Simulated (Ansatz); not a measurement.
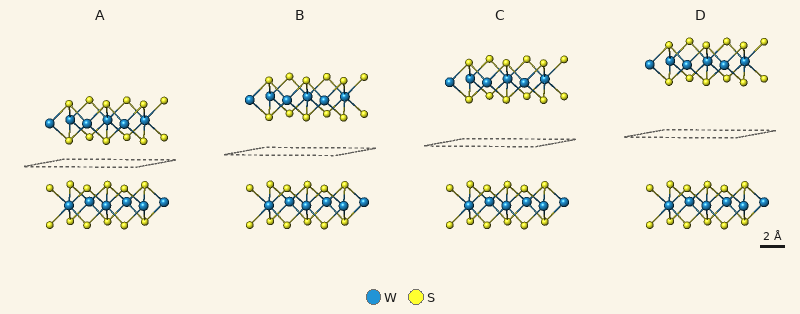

A scan of a crystal of WS₂ (P6_3/mmc) along one coordinate. The picture is a ball-and-stick view of the layers on both sides of the dashed plane, seen from the side, nearly along that plane.

Level of theory: DFT PBE+D3(BJ), scalar-relativistic, plane waves, PAW in Ansatz 0.2.0. Settings: plane-wave cutoff 420 eV; k-point mesh 10 × 10 × 3; occupations gaussian; smearing width 0.05 eV; no spin polarisation. Energies (free energies at the smearing named) are counted from the relaxed crystal.

### Which coordinate changes from frame to frame?

The crystal is pulled apart rigidly along the normal of the (0 0 1) plane of the conventional cell, at a cut between a plane of S below and one of S above, 2.92 Å apart. In the frames the opening is 1.00 Å (A), 3.00 Å (B), 4.50 Å (C), 6.00 Å (D). One cut stands in each cell, which starts 12.1 Å high; nothing is relaxed, and the dashed outline marks the cut. Their energies are 0.209 J/m², 0.474 J/m², 0.531 J/m², 0.556 J/m².
